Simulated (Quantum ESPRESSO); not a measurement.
**KI (Fm-3m): phonon frequency against volume, with a fit**

By how much does an optical zone-centre mode of KI (Fm-3m) shift under hydrostatic pressure?

Main program and level: Quantum ESPRESSO 7.5; DFT LDA, scalar-relativistic, plane waves, PseudoDojo norm-conserving pseudopotentials.

## (1) The relaxed structure

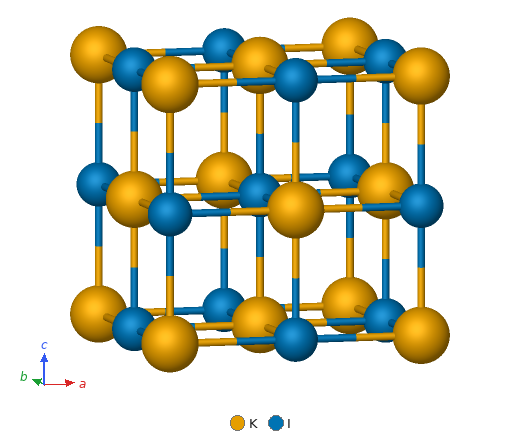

The starting structure, seen slightly off an axis (potassium orange, iodine blue). This picture shows the conventional cell, with its axes. Some periodic images of atoms are drawn too.

Structure file:

```
K I
1.0
    -3.40868    0.00000    3.40868
     0.00000    3.40868    3.40868
    -3.40868    3.40868    0.00000
K I
1 1
Direct
  0.00000 0.00000 0.00000
  0.50000 0.50000 0.50000
```

This is the cell after its relaxation at this level of theory, not the database cell from which that began.

## (2) Runs at several volumes

The relaxed cell is scaled uniformly; in this structure symmetry fixes all atoms, so nothing has to be relaxed anew. Each volume gets a ground state and a response at Γ. The mode followed is the highest one without the macroscopic field, of symmetry T1u; longitudinal polar modes lie higher. Cutoff 79 Ry, k mesh 8×8×8.

From the response at V/V₀ = 0.94:

Log:

```text
[banners, grids, parts of the stress and lines that vanish by symmetry left out]
Program PHONON v.7.5
     Reading xml data from directory:

[...]
Exchange-correlation= PW
                           (   1   4   0   0   0   0   0)
[...]
kinetic-energy cut-off    =      79.0000  Ry
     charge density cut-off    =     316.0000  Ry
     convergence threshold     =      1.0E-18
[...]
Exchange-correlation= PW
                           (   1   4   0   0   0   0   0)
[...]
q = (   0.0000000   0.0000000   0.0000000 )
     49 Sym.Ops. (with q -> -q+G )
     G cutoff =  637.4017  (  47591 G-vectors)     FFT grid: ( 54, 54, 54)
     number of k points=    29
[...]
Mode symmetry, O_h (m-3m)  point group:
[...]
Dielectric constant
[...]
End of electric fields calculation
          Dielectric constant in cartesian axis
          (       3.239224037      -0.000000000      -0.000000000 )
          (      -0.000000000       3.239224037       0.000000000 )
          (      -0.000000000       0.000000000       3.239224037 )
          Effective charges (d Force / dE) in cartesian axis without acoustic sum rule applied (asr)
           atom    1  K     Mean Z*:        1.08272
      Ex  (        1.08272       -0.00000       -0.00000 )
      Ey  (       -0.00000        1.08272        0.00000 )
      Ez  (        0.00000       -0.00000        1.08272 )
           atom    2  I     Mean Z*:       -1.08409
      Ex  (       -1.08409       -0.00000        0.00000 )
      Ey  (       -0.00000       -1.08409       -0.00000 )
      Ez  (        0.00000       -0.00000       -1.08409 )
          Effective charges Sum: Mean:       -0.00137
[...]
Effective charges (d Force / dE) in cartesian axis with asr applied:
           atom    1  K     Mean Z*:        1.08341
[...]
atom    2  I     Mean Z*:       -1.08341
[...]
Representation #   1 modes #   1   2   3
[...]
End of self-consistent calculation
     Convergence has been achieved
     Representation #   2 modes #   4   5   6
[...]
End of self-consistent calculation
     Convergence has been achieved
[...]
Dielectric constant in cartesian axis
          (       3.239224037      -0.000000000      -0.000000000 )
          (      -0.000000000       3.239224037       0.000000000 )
          (      -0.000000000       0.000000000       3.239224037 )
          Effective charges (d Force / dE) in cartesian axis without acoustic sum rule applied (asr)
           atom    1  K     Mean Z*:        1.08272
      Ex  (        1.08272       -0.00000       -0.00000 )
      Ey  (       -0.00000        1.08272        0.00000 )
      Ez  (        0.00000       -0.00000        1.08272 )
           atom    2  I     Mean Z*:       -1.08409
      Ex  (       -1.08409       -0.00000        0.00000 )
      Ey  (       -0.00000       -1.08409       -0.00000 )
      Ez  (        0.00000       -0.00000       -1.08409 )
          Effective charges Sum: Mean:       -0.00137
[...]
Effective charges (d Force / dE) in cartesian axis with asr applied:
           atom    1  K     Mean Z*:        1.08341
[...]
atom    2  I     Mean Z*:       -1.08341
[...]
q = (    0.000000000   0.000000000   0.000000000 )
[...]
freq (    1) =      -0.022242 [THz] =      -0.741916 [cm-1]
     freq (    2) =      -0.022242 [THz] =      -0.741916 [cm-1]
     freq (    3) =      -0.022242 [THz] =      -0.741916 [cm-1]
     freq (    4) =       3.932849 [THz] =     131.185723 [cm-1]
     freq (    5) =       3.932849 [THz] =     131.185723 [cm-1]
     freq (    6) =       3.932849 [THz] =     131.185723 [cm-1]
[...]
Mode symmetry, O_h (m-3m)  point group:
     freq (   1-   3) =         -0.7  [cm-1]   --> T_1u G_15  G_4- I
     freq (   4-   6) =        131.2  [cm-1]   --> T_1u G_15  G_4- I

   JOB DONE.
```

One volume, V/V₀ = 1.03, is held back as a test.

| V/V₀ | volume (Å³/atom) | pressure (GPa) | ω (cm⁻¹) |
| --- | --- | --- | --- |
| 0.94 | 37.230 | 1.15 | 131.19 |
| 0.97 | 38.418 | 0.52 | 122.77 |
| 1 | 39.606 | 0.00 | 114.76 |
| 1.03 | 40.794 | -0.44 | held back |
| 1.06 | 41.982 | -0.81 | 99.83 |

## (3) The fit

The mode Grüneisen parameter is γ = −d ln ω / d ln V.

| ln(V/V₀) | ln ω |
| --- | --- |
| -0.0619 | 4.8766 |
| -0.0305 | 4.8103 |
| 0.0000 | 4.7428 |
| 0.0583 | 4.6035 |

A straight line through these points has the slope -2.281, so γ = 2.28; at V/V₀ = 1.03 it predicts ω = exp(4.7389 − 0.0674) = 106.86 cm⁻¹.

A parabola of pressure against ln V through V/V₀ = 0.97, 1 and 1.03 gives the bulk modulus B = −dP/d ln V = 16.0 GPa at V₀. With ω₀ from the fitted line the pressure coefficient follows as dω/dP = γ ω₀ / B = 2.28 × 114.3 / 16.0 = 16.2 cm⁻¹/GPa.

## (4) The run that was held back

Log:

```text
[banners, grids, parts of the stress and lines that vanish by symmetry left out]
[banner, memory and clock lines left out]
Program PHONON v.7.5

[...]
Exchange-correlation= PW
                           (   1   4   0   0   0   0   0)
[...]
kinetic-energy cut-off    =      79.0000  Ry
     charge density cut-off    =     316.0000  Ry
     convergence threshold     =      1.0E-18
[...]
Exchange-correlation= PW
                           (   1   4   0   0   0   0   0)
[...]
q = (   0.0000000   0.0000000   0.0000000 )
     49 Sym.Ops. (with q -> -q+G )
     G cutoff =  677.4639  (  51913 G-vectors)     FFT grid: ( 54, 54, 54)
     number of k points=    29
[...]
Mode symmetry, O_h (m-3m)  point group:
[...]
Dielectric constant
[...]
End of electric fields calculation
          Dielectric constant in cartesian axis
          (       3.076322559      -0.000000000      -0.000000000 )
          (      -0.000000000       3.076322559      -0.000000000 )
          (      -0.000000000       0.000000000       3.076322559 )
          Effective charges (d Force / dE) in cartesian axis without acoustic sum rule applied (asr)
           atom    1  K     Mean Z*:        1.11681
      Ex  (        1.11681        0.00000       -0.00000 )
      Ey  (        0.00000        1.11681        0.00000 )
      Ez  (       -0.00000        0.00000        1.11681 )
           atom    2  I     Mean Z*:       -1.11812
      Ex  (       -1.11812       -0.00000       -0.00000 )
      Ey  (       -0.00000       -1.11812       -0.00000 )
      Ez  (        0.00000        0.00000       -1.11812 )
[...]
Representation #   1 modes #   1   2   3
[...]
End of self-consistent calculation
     Convergence has been achieved
     Representation #   2 modes #   4   5   6
[...]
End of self-consistent calculation
     Convergence has been achieved
[...]
Dielectric constant in cartesian axis
          (       3.076322559      -0.000000000      -0.000000000 )
          (      -0.000000000       3.076322559      -0.000000000 )
          (      -0.000000000       0.000000000       3.076322559 )
          Effective charges (d Force / dE) in cartesian axis without acoustic sum rule applied (asr)
           atom    1  K     Mean Z*:        1.11681
      Ex  (        1.11681        0.00000       -0.00000 )
      Ey  (        0.00000        1.11681        0.00000 )
      Ez  (       -0.00000        0.00000        1.11681 )
           atom    2  I     Mean Z*:       -1.11812
      Ex  (       -1.11812       -0.00000       -0.00000 )
      Ey  (       -0.00000       -1.11812       -0.00000 )
      Ez  (        0.00000        0.00000       -1.11812 )
          Effective charges Sum: Mean:       -0.00131
[...]
Effective charges (d Force / dE) in cartesian axis with asr applied:
           atom    1  K     Mean Z*:        1.11747
[...]
atom    2  I     Mean Z*:       -1.11747
[...]
q = (    0.000000000   0.000000000   0.000000000 )
[...]
freq (    1) =      -0.020876 [THz] =      -0.696346 [cm-1]
     freq (    2) =      -0.020876 [THz] =      -0.696346 [cm-1]
     freq (    3) =      -0.020876 [THz] =      -0.696346 [cm-1]
     freq (    4) =       3.211319 [THz] =     107.118068 [cm-1]
     freq (    5) =       3.211319 [THz] =     107.118068 [cm-1]
     freq (    6) =       3.211319 [THz] =     107.118068 [cm-1]
[...]
Mode symmetry, O_h (m-3m)  point group:
     freq (   1-   3) =         -0.7  [cm-1]   --> T_1u G_15  G_4- I
     freq (   4-   6) =        107.1  [cm-1]   --> T_1u G_15  G_4- I
```

It gives 107.12 cm⁻¹ against the predicted 106.86 cm⁻¹, a miss of 0.3 cm⁻¹.

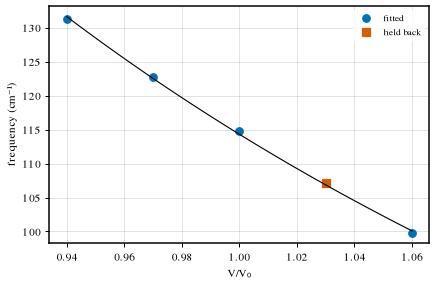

Frequency against volume, with the power-law fit.

## (5) Summary of results

```yaml
mode_grueneisen_parameter: 2.281
bulk_modulus: 16.0 GPa
pressure_coefficient: 16.2 cm⁻¹/GPa
```

What this shows: The highest optical mode of KI (Fm-3m) without the LO-TO term stiffens by 16.2 cm⁻¹ a GPa near the relaxed volume, with γ = 2.28. The power law meets all 5 runs within 0.40 %; between neighbouring volumes γ runs from 2.11 to 2.45. Such a coefficient turns a measured shift of this mode into a hydrostatic stress; uniaxial or biaxial stress splits the mode and needs deformation potentials. These are harmonic values at zero temperature for the structure held cubic, which a run at Γ can't show to be stable; the bulk modulus rests on three points.

[Host names and launcher messages were left out of these logs when they were recorded.]

[Logs are printed without paths, hosts, clocks, repeated set-up lines and the standing remarks that a program may print on its own settings, such as how far it seeks lower states.]

[Hosts, paths, dates, database ids (printed as entryN), source tags and the programs' standing remarks are cut or masked in the printed files.]
